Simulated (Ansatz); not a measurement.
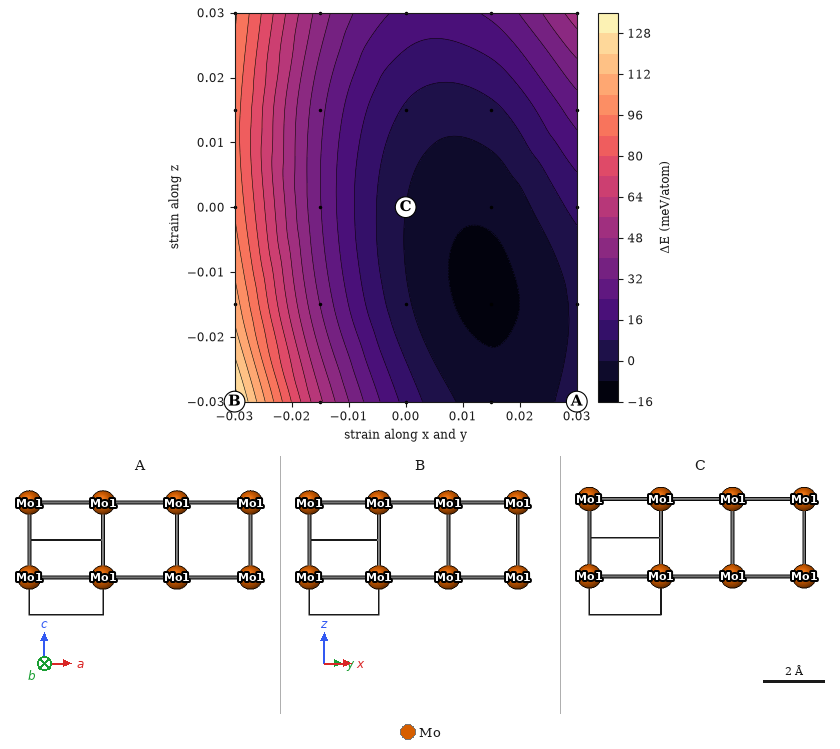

A scan of solid Mo (P6/mmm): the cell is strained equally along x and y and separately along z, with the atoms kept at their fractional coordinates. x, y and z are the Cartesian axes of the input. The map is interpolated between the computed points (dots). The lettered frames are marked on it. The picture is a ball-and-stick view of the cell of the calculation, repeated 3 × 2 × 2 with one cell outlined, seen along the b axis.

Theory: DFT PBE, scalar-relativistic, plane waves, PAW (Ansatz). Settings: plane-wave cutoff 420 eV; k-point mesh 21 × 21 × 18; occupations gaussian; smearing width 0.15 eV; no spin polarisation. Energies (free energies at the smearing named) are counted from the cell as listed in its source, which wasn't relaxed.

> What does the map show?

In pairs of (strain along x and y; strain along z): the lowest computed point lies at (0.015, −0.015) (−10.0 meV/atom), the highest at (−0.030, −0.030) (132.2 meV/atom). The valley is tilted: raising the in-plane strain is made harder by raising the strain along z (cross term 0.37 of the geometric mean of the two curvatures). Over the ranges scanned the energy rises more along the first axis, the in-plane strain. The pressure runs from −13.0 GPa at (0.030, 0.030) to 27.7 GPa at (−0.030, −0.030). The frames lie at A (0.030, −0.030): 1.9 meV/atom, B (−0.030, −0.030): 132.2 meV/atom, C (0.000, 0.000): 0.0 meV/atom.
